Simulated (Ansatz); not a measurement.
# Li5SbCl2 (built on the sites of a database entry of Li5NCl2): following an unstable mode

Aim: this structure of Li5SbCl2 (built on the sites of a database entry of Li5NCl2) is to be tested for unstable modes, and one is followed downhill.

Main program and level: Ansatz 0.2.0; DFT PBEsol, scalar-relativistic, plane waves, PAW.

The structure was built from a prototype and need not be the compound's stable phase.

### 1. The starting structure

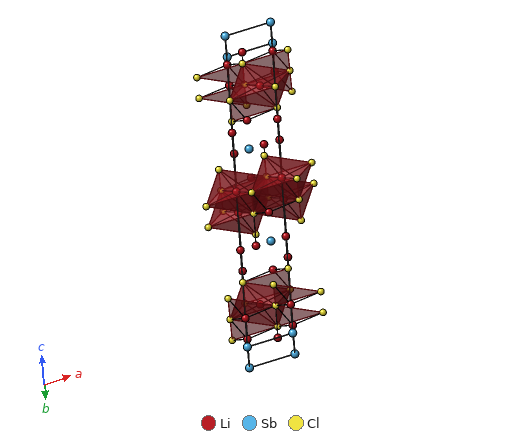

Start, viewed from a free direction; lithium red, antimony blue, chlorine yellow. This picture shows the conventional cell, with its axes. Some periodic images of atoms are drawn too.

### 2. Modes at Γ

The cell comes from relaxations at this level that are not shown. The zone centre is the only wavevector solved here; it holds the modes that light can see, as far as symmetry allows. No field response is asked, since the mesh shows no gap.

File input.yaml:

```yaml
crystal:
  lattice:
    - [2.2304986503, 1.2877789962, 9.3537562555]
    - [-2.2304986503, 1.2877789962, 9.3537562555]
    - [0.0, -2.5755579923, 9.3537562555]
  atoms:
    - { symbol: Li, position: [0.5, 0.5, 0.5] }
    - { symbol: Li, position: [0.9076767893, 0.9076767893, 0.9076767893] }
    - { symbol: Li, position: [0.0923232107, 0.0923232107, 0.0923232107] }
    - { symbol: Li, position: [0.6887073702, 0.6887073702, 0.6887073702] }
    - { symbol: Li, position: [0.3112926298, 0.3112926298, 0.3112926298] }
    - { symbol: Sb, position: [0.0, 0.0, 0.0] }
    - { symbol: Cl, position: [0.2075215019, 0.2075215019, 0.2075215019] }
    - { symbol: Cl, position: [0.7924784981, 0.7924784981, 0.7924784981] }
kpoints:
  mp_grid: { grid: [9, 9, 9] }
hamiltonian:
  xc: pbesol
scf:
  occupations: { method: methfessel_paxton, width: 0.2 }
output:
  eigenvalues: true
phonons:
  method: dfpt
```

Run with:

```
> ansatz run input.yaml --threads 8 --pin off --max-ram 14336MiB --backend cpu --events-out ev --progress --plain --runs-dir out
```

Numbers of over 12 decimals in the logs are rounded to 6 here.

Output:

```text
Engine: ansatz 0.2.0, aarch64-unknown-linux-gnu
Pseudopotentials: kind: paw
Pseudopotential: Li, paw, valence charge 3, recommended cutoff 420 eV (normal), Li.paw.azcp
Pseudopotential: Sb, paw, valence charge 15, recommended cutoff 420 eV (normal), Sb.paw.azcp
Pseudopotential: Cl, paw, valence charge 7, recommended cutoff 420 eV (normal), Cl.paw.azcp
Functional definition: PBEsol
  exchange = pbesol_x
  correlation = pbesol_c
Crystal: 8 atoms, lattice volume = 161.206 Å³
Basis set: ecut = 420 eV, 3163 PW (Γ), exchange–correlation on 144×144×144 points (8 copies of the dense FFT grid, shifted against one another)
Bands: 30, of which v1, the nominal top of the filled ones, is band 22 counted from 1 (21 counted from 0)
Symmetry: 12 space group operations
k-points: 205 of 729 (irreducible under 2 space group operations, time reversal used)
Non-local potential: Li, projectors of the file, l = 0: 3, l = 1: 2, l = 2: 1
Non-local potential: Sb, projectors of the file, l = 0: 2, l = 1: 2, l = 2: 2, l = 3: 2
Non-local potential: Cl, projectors of the file, l = 0: 2, l = 1: 2, l = 2: 2
PAW form: soft (Blöchl's): semilocal exchange-correlation on the pseudo side does not see the compensation charge
PAW frozen core: Sb, regenerated for the run's functional, and the local potential with it (the file was generated under x = pbe(κ = 0.804, μ = 0.219515), c = pbe(β = 0.066725))
PAW frozen core: Cl, regenerated for the run's functional, and the local potential with it (the file was generated under x = pbe(κ = 0.804, μ = 0.219515), c = pbe(β = 0.066725))
PAW one-centre angular grid: Li, 110 points (default); XC on 64 Gauss nodes
PAW one-centre angular grid: Sb, 590 points (default); XC on 64 Gauss nodes
PAW one-centre angular grid: Cl, 110 points (default); XC on 64 Gauss nodes
Initial density: superposition of atomic densities (neutral atoms: chi_scale 0, normalization atom), corrected by the library's trained network
Initial wavefunctions: pseudopotential atomic-orbital guess
Functional: x = pbesol(κ = 0.804, μ = 0.123457), c = pbesol(β = 0.046)
SCF iter   1: F=—  HF=-9552.936321 eV  |F-HF|=—  |Δ(HF+E_count)|=         —  Δρ=4.08e-3  dr2=1.89e-1  ethr=1.77e-3  ⟨swp⟩=7.4  Hψ=30352  notcnv=0
preconditioner: auto → Resta (q_TF=auto, 2.197 Å⁻¹)  ε∞=3.6  [insulator: Δε(μ)=0.348 eV  Ē_g=8.053 eV  σ=0.200 eV  W_gap=0.97  n_scr=30 (ndim 8)  ℏωp=13.1 eV  f_vac=0.013  D(μ)=0.06/eV (n_scr^D=0)  ε∞_Penn≈3.6]
SCF iter   2: F=—  HF=-9552.885095 eV  |F-HF|=—  |Δ(HF+E_count)|=   5.12e-2  S|Δr|=    0.00e0  Δρ=1.95e-3  dr2=4.98e-2  ethr=4.30e-4  ⟨swp⟩=1.0  Hψ=7790  notcnv=0  defer=5
preconditioner: auto → Kerker (q_TF=auto, 2.197 Å⁻¹)  [metal: Δε(μ)=0.065 eV  Ē_g=8.057 eV  σ=0.200 eV  W_gap=0.27  n_scr=30 (ndim 8)  ℏωp=13.1 eV  f_vac=0.015  D(μ)=0.12/eV (n_scr^D=0)]
SCF iter   3: F=—  HF=-9552.869516 eV  |F-HF|=—  |Δ(HF+E_count)|=   1.56e-2  S|Δr|=    0.00e0  Δρ=9.21e-4  dr2=4.41e-3  ethr=1.13e-4  ⟨swp⟩=2.0  Hψ=6266  notcnv=0  defer=5
SCF iter   4: F=—  HF=-9552.868589 eV  |F-HF|=—  |Δ(HF+E_count)|=   9.28e-4  S|Δr|=    0.00e0  Δρ=4.16e-4  dr2=7.96e-4  ethr=1.00e-5  ⟨swp⟩=1.4  Hψ=9144  notcnv=0  defer=226
SCF iter   5: F=—  HF=-9552.868450 eV  |F-HF|=—  |Δ(HF+E_count)|=   1.39e-4  S|Δr|=    0.00e0  Δρ=1.19e-4  dr2=6.02e-5  ethr=1.81e-6  ⟨swp⟩=2.0  Hψ=8300  notcnv=0  defer=226
SCF iter   6: F=—  HF=-9552.868465 eV  |F-HF|=—  |Δ(HF+E_count)|=   1.45e-5  S|Δr|=    0.00e0  Δρ=5.23e-5  dr2=1.05e-5  ethr=1.37e-7  ⟨swp⟩=2.6  Hψ=7937  notcnv=0  defer=226
SCF iter   7: F=—  HF=-9552.868467 eV  |F-HF|=—  |Δ(HF+E_count)|=   2.60e-6  S|Δr|=    0.00e0  Δρ=1.62e-5  dr2=7.92e-7  ethr=2.39e-8  ⟨swp⟩=2.0  Hψ=7567  notcnv=0  defer=226
SCF iter   8: F=—  HF=-9552.868563 eV  |F-HF|=—  |Δ(HF+E_count)|=   9.62e-5  S|Δr|=    0.00e0  Δρ=4.54e-6  dr2=7.79e-8  ethr=1.80e-9  ⟨swp⟩=2.0  Hψ=9170  notcnv=0  defer=231
SCF iter   9: F=—  HF=-9552.868563 eV  |F-HF|=—  |Δ(HF+E_count)|=   2.81e-8  S|Δr|=    0.00e0  Δρ=1.60e-6  dr2=9.79e-9  ethr=1.77e-10  ⟨swp⟩=2.1  Hψ=7510  notcnv=0  defer=231
SCF iter  10: F=—  HF=-9552.868563 eV  |F-HF|=—  |Δ(HF+E_count)|=   7.41e-9  S|Δr|=    0.00e0  Δρ=5.85e-7  dr2=1.13e-9  ethr=2.23e-11  ⟨swp⟩=2.0  Hψ=7577  notcnv=0  defer=231
SCF iter  11: F=—  HF=-9552.868563 eV  |F-HF|=—  |Δ(HF+E_count)|=  7.35e-10  S|Δr|=    0.00e0  Δρ=1.92e-7  dr2=1.28e-10  ethr=2.57e-12  ⟨swp⟩=2.0  Hψ=7581  notcnv=0  defer=231
SCF iter  12: F=—  HF=-9552.868563 eV  |F-HF|=—  |Δ(HF+E_count)|=  5.09e-11  S|Δr|=    0.00e0  Δρ=5.42e-8  dr2=1.80e-11  ethr=1.00e-12  ⟨swp⟩=1.1  Hψ=5685  notcnv=0  defer=231
SCF iter  13: F=-9552.868563 eV  HF=-9552.868563 eV  |F-HF|=1.82e-12  |Δ(HF+E_count)|=  1.82e-12  S|Δr|=    0.00e0  Δρ=1.90e-8  dr2=1.29e-12  ethr=1.00e-12  ⟨swp⟩=11.4  Hψ=29583  notcnv=0
SCF 1 converged in 13 iterations: F = -9552.868563 eV  dr2 = 1.29e-12
  greatest PAW one-centre occupation: 1.000 electrons in one spin orbital (limit 2), on the Li atom at site 4 (counted from 0), in its partial waves of l = 0
DFPT response loops at Γ: preconditioner auto → Kerker (q_TF=auto, 2.197 Å⁻¹) (partly filled bands, converged f_vac=0.017); β = 1.00, the filter's whole step (`scf.mixing.beta` (0.50) is not read by the response loops under this deck's `scf.mixing.preconditioner`; to damp them name `kerker` or `kerker_dos`, under which they read `scf.mixing.beta`, and type it under 1.00, their step now; both keys bind the ground state too); Broyden in place of MSR1
SCF converged after 13 iterations
Stability not checked: this state was not tested for a lower state beside it, because cold or Methfessel-Paxton smearing, or corrected tetrahedra, fill the levels in a way that the test cannot read (fill_not_monotonic; see scf.lower_state_search)
Free energy (F): -9552.868563 eV
Harris-Foulkes:  -9552.868563 eV  (|F-HF|=1.82e-12)
Internal energy: -9552.869540 eV  (E = F + TS)
E sigma→0 (E₀):  -9552.868807 eV
Entropy (-TS):   0.000976 eV (0.122 meV/atom)
Fermi energy:    4.969339 eV
--- Per-component energies (eV) ---
  E_band       = -697.578567
  E_kinetic    = 639.744451
  E_local      = -3295.225500  (includes V_loc(G=0)·N_el)
  E_nonlocal   = 257.716913
  E_hartree    = 1330.265591
  E_xc         = -403.144633
  E_vxc        = -409.179211  (∫ρ·V_xc dr)
  E_paw        = -5883.350400  (= ΣΔE_a)
  E_vpaw       = -551.166690  (= ΣTr[D̂ρ^β])
  E_aug_tail   = 0.000261  (compensation charges beyond the density's cutoff)
  E_ewald      = -2199.364944
  E_core_change = 0.488721  (= ΣΔE_core)
  E_smearing   = 0.000976  (= −TS)
  E_closure    = 0.000000  (closes the sum)
  Σ components = -9552.868563   (vs F -9552.868563, Δ=0.00e0)
--- Band table (eV; the first three rows and the last of 205) ---
  k-point 0: bands = [... 18 lower, -0.6609, 2.6496, 4.7224, 4.9245, 4.9245, 5.7329, 7.4025, 7.4025, ... 4 higher]
  k-point 1: bands = [... 18 lower, -0.5381, 2.6774, 4.3379, 4.7252, 5.0712, 5.8851, 7.3334, 7.5598, ... 4 higher]
  k-point 2: bands = [... 18 lower, -0.4132, 2.7550, 3.4936, 4.3229, 5.5890, 6.1930, 7.2399, 7.9167, ... 4 higher]
  k-point 204: bands = [... 18 lower, -0.3998, 2.4848, 4.4310, 4.7415, 5.5312, 5.7581, 7.2188, 7.3673, ... 4 higher]
--- Phonons (Γ-DFPT): 10 representative perturbations + reference, on 205 of 729 k-points (Σ response iterations 32) ---
  k mesh reduced under 2 symmetry operations, with k and −k counted as one. Each operation leaves every solved perturbation unchanged. A smaller set is not used because it would not reduce the number of displacements times k-points to solve
  ASR residual: 1.029e-4 → 0.000e0 eV/Å²; symmetrization residual: 1.062e-5 eV/Å²
  ASR residual per site (eV/Å²): 3.79e-6 1.82e-5 1.82e-5 1.03e-4 1.03e-4 1.23e-5 3.74e-5 3.74e-5
  Γ frequencies (cm⁻¹): -134.35 -134.35 0.00 0.00 0.00 51.44 51.44 63.13 63.13 64.08 118.69 118.69 136.66 143.69 143.69 163.13 194.75 205.68 369.72 377.63 380.35 380.35 403.53 403.53
  non-analytic LO–TO correction: not included (Born effective charges unavailable; polar crystals: no LO–TO splitting at Γ)
```

Run time: 6.4 min. Hardware: 8 threads of Arm Neoverse V1, shared host; peak memory 4.2 GiB; 49 min of CPU time.

In the SCF lines HF is the Harris–Foulkes energy and dr2 the Hartree energy of the density residual, in eV; the loop may stop once dr2 is under the threshold and the program's other checks hold. Hψ counts applications of the Hamiltonian.

This step gave:

```yaml
volume_per_atom: 20.15 Å³
gap_on_the_k_mesh: 0 eV
sum_rule_residual_before_enforcement: 1.03e-4 eV/Å²
point_group: -3m
highest_optical_mode_at_the_zone_centre_no_lo_to_term: 403.5 cm⁻¹
lowest_optical_zone_centre_mode: -134.3 cm⁻¹
```

Patterns of degenerate modes are one choice out of their space. Modes at Γ, with each element's share of the kinetic energy (negative means imaginary):

| mode | frequency (cm⁻¹) | symmetry | Li % | Sb % | Cl % |
| --- | --- | --- | --- | --- | --- |
| 1 | -134.3 | Eu | 82 | 0 | 18 |
| 2 | -134.3 | Eu | 82 | 0 | 18 |
| 3 | 0.0 | acoustic | 15 | 54 | 31 |
| 4 | 0.0 | acoustic | 15 | 54 | 31 |
| 5 | 0.0 | acoustic | 15 | 54 | 31 |
| 6 | 51.4 | Eu | 14 | 37 | 49 |
| 7 | 51.4 | Eu | 14 | 37 | 49 |
| 8 | 63.1 | Eg | 38 | 0 | 62 |
| 9 | 63.1 | Eg | 38 | 0 | 62 |
| 10 | 64.1 | A2u | 17 | 21 | 62 |
| 11 | 118.7 | Eg | 62 | 0 | 38 |
| 12 | 118.7 | Eg | 62 | 0 | 38 |
| 13 | 136.7 | A1g | 3 | 0 | 97 |
| 14 | 143.7 | Eu | 98 | 1 | 1 |
| 15 | 143.7 | Eu | 98 | 1 | 1 |
| 16 | 163.1 | A2u | 82 | 17 | 1 |
| 17 | 194.8 | A2u | 94 | 0 | 6 |
| 18 | 205.7 | A1g | 98 | 0 | 2 |
| 19 | 369.7 | A2u | 92 | 8 | 0 |
| 20 | 377.6 | A1g | 98 | 0 | 2 |
| 21 | 380.4 | Eu | 91 | 9 | 0 |
| 22 | 380.4 | Eu | 91 | 9 | 0 |
| 23 | 403.5 | Eg | 100 | 0 | 0 |
| 24 | 403.5 | Eg | 100 | 0 | 0 |

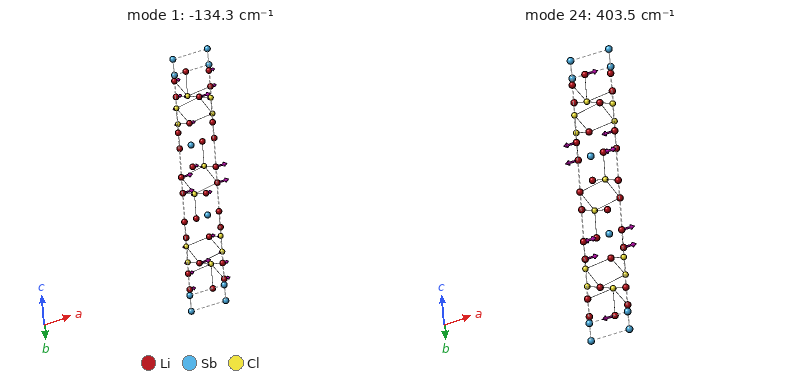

Displacement patterns of modes 1 and 24 at Γ; arrows are exaggerated. Bonds to atoms that aren't drawn are left out. Some periodic images of atoms are drawn too.

Before it was imposed, the acoustic sum rule was missed by 1.0e-4 eV/Å². Small misses are needed for a sound result but don't prove that mesh and cutoff are converged. The lowest optical mode is imaginary, 134.3i cm⁻¹, so the energy falls along it.

### 3. The mode frozen in, largest atomic shift 0 Å

The mode followed lies at Γ with frequency 134.3i cm⁻¹ and is 2-fold degenerate, the softest among the wavevectors solved. At small amplitude the distorted cell has space group no. 5 by a symmetry search on the positions. The undistorted cell that holds it gives the zero of energy on the same k mesh.

input.yaml: that of step 2 with these lines changed.

```diff
@@ -21,4 +21,4 @@
 output:
+  forces: true
+  stress: true
   eigenvalues: true
-phonons:
-  method: dfpt
```

Output:

```text
[...]
k-point 0: bands = [... 18 lower, -0.6608, 2.6497, 4.7226, 4.9247, 4.9247, 5.7330, 7.4026, 7.4026, ... 4 higher]
  k-point 1: bands = [... 18 lower, -0.5380, 2.6775, 4.3380, 4.7253, 5.0714, 5.8852, 7.3334, 7.5599, ... 4 higher]
  k-point 2: bands = [... 18 lower, -0.4131, 2.7550, 3.4937, 4.3230, 5.5891, 6.1931, 7.2399, 7.9168, ... 4 higher]
  k-point 84: bands = [... 18 lower, -0.3997, 2.4849, 4.4311, 4.7416, 5.5314, 5.7583, 7.2189, 7.3673, ... 4 higher]
[key lines of the parts left out:]
SCF converged after 8 iterations
Free energy (F): -9552.868563 eV
Fermi energy:    4.969465 eV
P = ⅓ Tr σ = 0.0012 GPa (0.012 kbar)
```

Run time: 4 s. Hardware: 8 threads; peak memory 0.78 GiB.

This step gave:

| Item | Value |
| --- | --- |
| pressure | 0.001210 GPa |
| energy from the undistorted cell | 0 meV/atom |

The run ends at a pressure of 0.00 GPa, with forces up to 5.8e-4 eV/Å.

### 4. The mode frozen in, largest atomic shift 0.45 Å

The atoms are moved along the unstable eigenvector, the largest shift by 0.45 Å, with the cell fixed.

File input.yaml:

```yaml
crystal:
  lattice:
    - [2.2304986503, 1.2877789962, 9.3537562555]
    - [-2.2304986503, 1.2877789962, 9.3537562555]
    - [0.0, -2.5755579923, 9.3537562555]
  atoms:
    - { symbol: Li, position: [0.3991256955, 0.5, 0.6008743045] }
    - { symbol: Li, position: [0.8652878839, 0.9076767893, 0.9500656947] }
    - { symbol: Li, position: [0.0499343053, 0.0923232107, 0.1347121161] }
    - { symbol: Li, position: [0.6877625966, 0.6887073702, 0.6896521438] }
    - { symbol: Li, position: [0.3103478562, 0.3112926298, 0.3122374034] }
    - { symbol: Sb, position: [0.0005147622, 0.0, -0.0005147622] }
    - { symbol: Cl, position: [0.2249948685, 0.2075215019, 0.1900481352] }
    - { symbol: Cl, position: [0.8099518648, 0.7924784981, 0.7750051315] }
kpoints:
  mp_grid: { grid: [9, 9, 9] }
hamiltonian:
  xc: pbesol
scf:
  occupations: { method: methfessel_paxton, width: 0.2 }
output:
  forces: true
  stress: true
  eigenvalues: true
```

Output:

```text
[...]
Crystal: 8 atoms, lattice volume = 161.206 Å³
Basis set: ecut = 420 eV, 3163 PW (Γ), FFT grids on a1−a3, a2−a3, a3, exchange–correlation on 60×60×144 points (8 copies of the dense FFT grid, shifted against one another)
Bands: 30, of which v1, the nominal top of the filled ones, is band 22 counted from 1 (21 counted from 0)
Symmetry: 2 space group operations
[...]
k-point 0: bands = [... 18 lower, -0.7039, 2.6289, 4.7216, 4.9189, 4.9224, 5.7505, 7.6184, 7.7050, ... 4 higher]
  k-point 1: bands = [... 18 lower, -0.6014, 2.6586, 4.3302, 4.7152, 5.0586, 5.8971, 7.4747, 7.9381, ... 4 higher]
  k-point 2: bands = [... 18 lower, -0.4860, 2.7412, 3.4763, 4.3085, 5.5649, 6.1951, 7.3250, 7.8638, ... 4 higher]
  k-point 204: bands = [... 18 lower, -0.5704, 2.1320, 3.3023, 3.7376, 5.9224, 6.4711, 7.0901, 8.1017, ... 4 higher]
[key lines of the parts left out:]
SCF converged after 8 iterations
Free energy (F): -9552.912790 eV
Fermi energy:    4.958295 eV
P = ⅓ Tr σ = 0.5570 GPa (5.570 kbar)
```

The job ended after 14 s (8 threads; peak memory 1.1 GiB; 1.8 min of CPU time).

This step gave:

```
pressure                         : 0.5570 GPa
energy from the undistorted cell : -5.531 meV/atom
```

The energy, extrapolated to zero smearing, is -5.53 meV/atom against the undistorted cell.

The run ends at a pressure of 0.56 GPa, with forces up to 0.081 eV/Å.

### 5. Energy along the mode, all amplitudes (two of the runs are shown above)

An imaginary frequency means negative curvature, so the energy should fall and then rise again as anharmonic terms take over.

Numbers from this step:

```yaml
depth_at_the_lowest_point_sampled: 5.531 meV/atom
largest_atomic_shift_at_that_point: 0.45 Å
```

Table of energy from the parent by largest atomic shift:

| largest atomic shift (Å) | energy from the parent (meV/atom) |
| --- | --- |
| 0.000 | 0 |
| 0.040 | -0.076 |
| 0.080 | -0.302 |
| 0.140 | -0.898 |
| 0.220 | -2.07 |
| 0.320 | -3.83 |
| 0.450 | -5.53 |
| 0.600 | -4.28 |

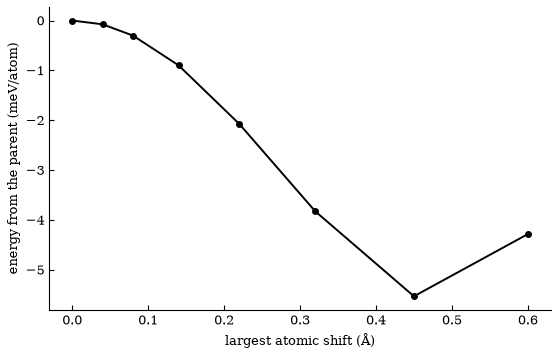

Energy from the parent against largest atomic shift.

Displacement at unit largest shift by atom:

| atom | x (Å) | y (Å) | z (Å) | size |
| --- | --- | --- | --- | --- |
| Li1 | -0.500 | -0.866 | 0.000 | 1.000 |
| Li2 | -0.210 | -0.364 | 0.000 | 0.420 |
| Li3 | -0.210 | -0.364 | 0.000 | 0.420 |
| Li4 | -0.005 | -0.008 | 0.000 | 0.009 |
| Li5 | -0.005 | -0.008 | 0.000 | 0.009 |
| Sb6 | 0.003 | 0.004 | 0.000 | 0.005 |
| Cl7 | 0.087 | 0.150 | 0.000 | 0.173 |
| Cl8 | 0.087 | 0.150 | 0.000 | 0.173 |

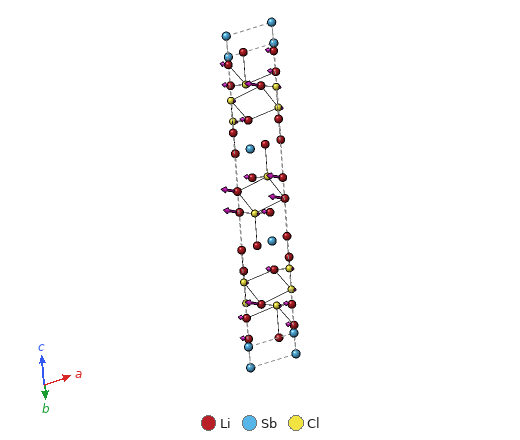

Displacement at unit largest shift as arrows, the longest 1.000 Å. Bonds to atoms that aren't drawn are left out. Some periodic images of atoms are drawn too.

The lowest of the steps tried is at 0.45 Å, 5.53 meV/atom below the parent; the bottom of the well need not coincide with a step.

[end of part 1 of 3]

[Logs are printed without paths, hosts, clocks, repeated set-up lines and the standing remarks that a program may print on its own settings, such as how far it seeks lower states.]

[Hosts, paths, dates, database ids (printed as entryN), source tags and the programs' standing remarks are cut or masked in the printed files.]
